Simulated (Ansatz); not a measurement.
**Two runs on HfN**

System: HfN (4 atoms in the cell).
Method of the first run: DFT PBEsol, scalar-relativistic, plane waves, PAW, no spin polarisation (Ansatz 0.2.0).

The structure derives from a Materials Project entry. Text and figures count atoms from 1; the logs count them from 0 in places.

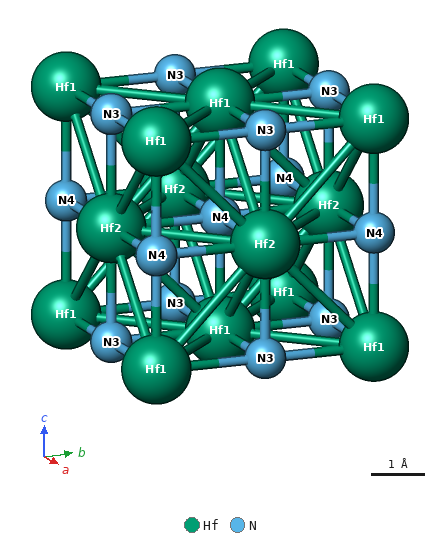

Fig. 1: The structure (ball-and-stick view of the cell 2 times as large as that of the calculation, set on its symmetry axes, seen slightly off an axis; atoms are numbered from 1 in the order of the input). An atom can appear more than once, as a periodic image. Near neighbours in the periodic cell (some may lie outside the picture): Hf has 12 Hf at 3.18 Å and 6 N at 2.25 Å; N has 6 Hf at 2.25 Å.

Input file, the first run:
```yaml
crystal:
  lattice:
    - [2.2508679147, 2.2508679147, 0.0]
    - [-2.2508679147, 2.2508679147, 0.0]
    - [0.0, 0.0, 4.5017358294]
  atoms:
    - { symbol: Hf, position: [0.0, 0.0, 0.0] }
    - { symbol: Hf, position: [0.5, 0.5, 0.5] }
    - { symbol: "N", position: [0.5, 0.5, 0.0] }
    - { symbol: "N", position: [0.0, 0.0, 0.5] }
basis:
  ecutwfc: 420
kpoints:
  mp_grid: { grid: [16, 16, 12] }
hamiltonian:
  xc: pbesol
scf:
  occupations: { method: gaussian, width: 0.1 }
output:
  forces: true
  stress: true
  eigenvalues: true
```

Launched with:
```bash
ansatz run input.yaml --threads 1 --pin off --max-ram 2560MiB --backend cpu --events-out ev --progress --plain --runs-dir out
```

Hardware: 1 thread of Intel Xeon @ 2.50GHz (Skylake/Cascade Lake), 189 GiB of memory available, shared host.

Output, shortened to warnings, some set-up lines, iterations and results (the first run):
```
Basis set: ecut = 420 eV, 903 PW (Γ), exchange–correlation on 48×48×64 points (8 copies of the dense FFT grid, shifted against one another)
Symmetry: 32 space group operations
k-points: 315 of 3072
Initial density: superposition of atomic densities (neutral atoms: chi_scale 0, normalization atom), corrected by the library's trained network
[...]
SCF iter   1: F=—  HF=-31960.510690 eV  |F-HF|=—  |Δ(HF+E_count)|=         —  Δρ=8.60e-3  dr2=2.98e-2  ethr=1.77e-3  ⟨swp⟩=4.8  Hψ=37837  notcnv=0  defer=21
SCF iter   2: F=—  HF=-31960.503007 eV  |F-HF|=—  |Δ(HF+E_count)|=   7.68e-3  Δρ=2.43e-3  dr2=1.98e-3  ethr=4.80e-5  ⟨swp⟩=2.0  Hψ=16340  notcnv=0  defer=64
SCF iter   3: F=—  HF=-31960.502560 eV  |F-HF|=—  |Δ(HF+E_count)|=   4.46e-4  Δρ=8.90e-4  dr2=2.42e-4  ethr=3.20e-6  ⟨swp⟩=2.0  Hψ=18417  notcnv=0  defer=66
SCF iter   4: F=—  HF=-31960.502530 eV  |F-HF|=—  |Δ(HF+E_count)|=   3.00e-5  Δρ=3.10e-4  dr2=2.75e-5  ethr=3.90e-7  ⟨swp⟩=2.0  Hψ=21221  notcnv=0  defer=64
SCF iter   5: F=—  HF=-31960.502457 eV  |F-HF|=—  |Δ(HF+E_count)|=   7.35e-5  Δρ=9.45e-5  dr2=2.57e-6  ethr=4.44e-8  ⟨swp⟩=2.3  Hψ=21352  notcnv=0  defer=64
SCF iter   6: F=—  HF=-31960.502460 eV  |F-HF|=—  |Δ(HF+E_count)|=   3.06e-6  Δρ=1.90e-5  dr2=1.21e-7  ethr=4.15e-9  ⟨swp⟩=2.1  Hψ=21075  notcnv=0  defer=64
SCF iter   7: F=-31960.502460 eV  HF=-31960.502460 eV  |F-HF|=1.66e-8  |Δ(HF+E_count)|=   1.09e-7  Δρ=5.19e-6  dr2=6.55e-9  ethr=1.61e-10  ⟨swp⟩=8.4  Hψ=53066  notcnv=0
SCF 1 converged in 7 iterations: F = -31960.502460 eV  dr2 = 6.55e-9
SCF converged after 7 iterations
Free energy (F): -31960.502460 eV
Harris-Foulkes:  -31960.502460 eV  (|F-HF|=1.66e-8)
Internal energy: -31960.497429 eV  (E = F + TS)
E sigma→0 (E₀):  -31960.499944 eV
Entropy (-TS):   -0.005031 eV (-1.258 meV/atom)
Fermi energy:    23.963148 eV
--- Per-component energies (eV) ---
  E_band       = 373.610780
  E_kinetic    = 1114.790275
  E_local      = -9388.101897  (includes V_loc(G=0)·N_el)
  E_nonlocal   = -2385.179906
  E_hartree    = 4459.766135
  E_xc         = -718.110944
  E_vxc        = -689.164230  (∫ρ·V_xc dr)
  E_paw        = -13859.390028  (= ΣΔE_a)
  E_vpaw       = 2801.736703  (= ΣTr[D̂ρ^β])
  E_aug_tail   = 0.000186  (compensation charges beyond the density's cutoff)
  E_ewald      = -11186.829631
  E_core_change = 2.558381  (= ΣΔE_core)
  E_smearing   = -0.005031  (= −TS)
  E_closure    = -0.000000  (closes the sum)
  Σ components = -31960.502460   (vs F -31960.502460, Δ=0.00e0)
--- Forces (eV/Å), atoms counted from 1 ---
  atom   1  Hf    -0.00000000    -0.00000000     0.00000000
  atom   2  Hf    -0.00000000    -0.00000000     0.00000000
  atom   3  N      0.00000000    -0.00000000     0.00000000
  atom   4  N      0.00000000    -0.00000000     0.00000000
  max |Σ_I F_I| component: 1.81e-29 eV/Å
--- Stress (GPa, compression-positive) ---
        0.063121       0.000000       0.000000
        0.000000       0.063121       0.000000
        0.000000       0.000000      -0.286995
  P = ⅓ Tr σ = -0.0536 GPa (-0.536 kbar)
```

The input of the second run differs as follows (lines with − go, lines with + come):
```diff
-    - [2.2508679147, 2.2508679147, 0.0]
-    - [-2.2508679147, 2.2508679147, 0.0]
-    - [0.0, 0.0, 4.5017358294]
+    - [2.1495788586, 2.1495788586, 0.0]
+    - [-2.1495788586, 2.1495788586, 0.0]
+    - [0.0, 0.0, 4.2991577171]
```

What does this change do to the results?

With the same functional and potentials, the second run lies 213.5 meV per atom higher. The pressure goes from −0.05 to 52.52 GPa. The volume per atom goes from 11.40 to 9.93 Å³. The number of SCF iterations is the same. The plane waves at Γ go from 903 to 775.

Output, shortened to warnings, some set-up lines, iterations and results (the second run):
```
Basis set: ecut = 420 eV, 775 PW (Γ), exchange–correlation on 48×48×60 points (8 copies of the dense FFT grid, shifted against one another)
Symmetry: 32 space group operations
k-points: 315 of 3072
Initial density: superposition of atomic densities (neutral atoms: chi_scale 0, normalization atom), corrected by the library's trained network
[...]
SCF iter   1: F=—  HF=-31959.667588 eV  |F-HF|=—  |Δ(HF+E_count)|=         —  Δρ=1.44e-2  dr2=7.79e-2  ethr=1.77e-3  ⟨swp⟩=5.2  Hψ=39667  notcnv=0  defer=94
SCF iter   2: F=—  HF=-31959.649252 eV  |F-HF|=—  |Δ(HF+E_count)|=   1.83e-2  Δρ=3.89e-3  dr2=5.57e-3  ethr=1.26e-4  ⟨swp⟩=2.0  Hψ=15900  notcnv=0  defer=180
SCF iter   3: F=—  HF=-31959.648364 eV  |F-HF|=—  |Δ(HF+E_count)|=   8.88e-4  Δρ=1.27e-3  dr2=3.69e-4  ethr=8.98e-6  ⟨swp⟩=2.0  Hψ=18527  notcnv=0  defer=182
SCF iter   4: F=—  HF=-31959.648459 eV  |F-HF|=—  |Δ(HF+E_count)|=   9.57e-5  Δρ=4.95e-4  dr2=7.81e-5  ethr=5.95e-7  ⟨swp⟩=2.0  Hψ=20956  notcnv=0  defer=182
SCF iter   5: F=—  HF=-31959.648347 eV  |F-HF|=—  |Δ(HF+E_count)|=   1.12e-4  Δρ=1.70e-4  dr2=7.59e-6  ethr=1.26e-7  ⟨swp⟩=2.1  Hψ=21269  notcnv=0  defer=182
SCF iter   6: F=—  HF=-31959.648430 eV  |F-HF|=—  |Δ(HF+E_count)|=   8.32e-5  Δρ=3.94e-5  dr2=4.04e-7  ethr=1.22e-8  ⟨swp⟩=2.0  Hψ=21151  notcnv=0  defer=182
SCF iter   7: F=-31959.648430 eV  HF=-31959.648430 eV  |F-HF|=2.77e-8  |Δ(HF+E_count)|=   1.55e-8  Δρ=7.55e-6  dr2=1.12e-8  ethr=1.61e-10  ⟨swp⟩=9.0  Hψ=55312  notcnv=0
SCF 1 converged in 7 iterations: F = -31959.648430 eV  dr2 = 1.12e-8
SCF converged after 7 iterations
Free energy (F): -31959.648430 eV
Harris-Foulkes:  -31959.648430 eV  (|F-HF|=2.77e-8)
Internal energy: -31959.643984 eV  (E = F + TS)
E sigma→0 (E₀):  -31959.646207 eV
Entropy (-TS):   -0.004446 eV (-1.111 meV/atom)
Fermi energy:    27.550519 eV
--- Per-component energies (eV) ---
  E_band       = 607.188585
  E_kinetic    = 1140.057377
  E_local      = -8589.700554  (includes V_loc(G=0)·N_el)
  E_nonlocal   = -2381.002975
  E_hartree    = 4174.339944
  E_xc         = -725.966440
  E_vxc        = -699.406766  (∫ρ·V_xc dr)
  E_paw        = -13865.972174  (= ΣΔE_a)
  E_vpaw       = 2788.564618  (= ΣTr[D̂ρ^β])
  E_aug_tail   = 0.000186  (compensation charges beyond the density's cutoff)
  E_ewald      = -11713.957728
  E_core_change = 2.558381  (= ΣΔE_core)
  E_smearing   = -0.004446  (= −TS)
  E_closure    = 0.000000  (closes the sum)
  Σ components = -31959.648430   (vs F -31959.648430, Δ=0.00e0)
--- Forces (eV/Å), atoms counted from 1 ---
  atom   1  Hf     0.00000000    -0.00000000     0.00000000
  atom   2  Hf     0.00000000    -0.00000000     0.00000000
  atom   3  N      0.00000000    -0.00000000     0.00000000
  atom   4  N      0.00000000    -0.00000000     0.00000000
  max |Σ_I F_I| component: 1.23e-28 eV/Å
--- Stress (GPa, compression-positive) ---
       52.657664      -0.000000       0.000000
       -0.000000      52.657664       0.000000
        0.000000       0.000000      52.249395
  P = ⅓ Tr σ = 52.5216 GPa (525.216 kbar)
```

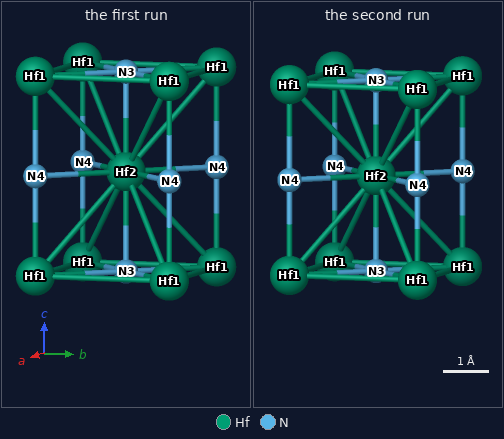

Fig. 2: The two input geometries at one scale (ball-and-stick view of the cell of the calculation, seen slightly off an axis). The atoms keep their places relative to the cell (all moves are under 0.005 Å). The volume changes by −12.9 %, with a = b 3.183 → 3.040 Å (−4.5 %), c 4.502 → 4.299 Å (−4.5 %). Among the contacts that change: Hf1–Hf1 3.183 → 3.040 Å, Hf1–N3 2.251 → 2.150 Å.

The two runs side by side:

| quantity | the first run | the second run |
| --- | --- | --- |
| outcome | converged | converged |
| free energy per atom (eV) | −7990.1256 | −7989.9121 |
| energy per atom, smearing taken to zero (eV) | −7990.1250 | −7989.9116 |
| gap on the mesh (eV) | 0.00 | 0.00 |
| pressure (GPa) | −0.05 | 52.52 |
| volume per atom (Å³) | 11.40 | 9.93 |
| largest force (eV/Å) | 0.000 | 0.000 |
| SCF iterations | 7 | 7 |
| irreducible k-points | 315 | 315 |
| plane waves at Γ | 903 | 775 |
| wall time (shared host) | 47 s | 37 s |

For both runs: Spin–orbit coupling is left out, which matters for Hf. For the second run: The cell is under a pressure of 53 GPa at this level, so it is not at its equilibrium volume.
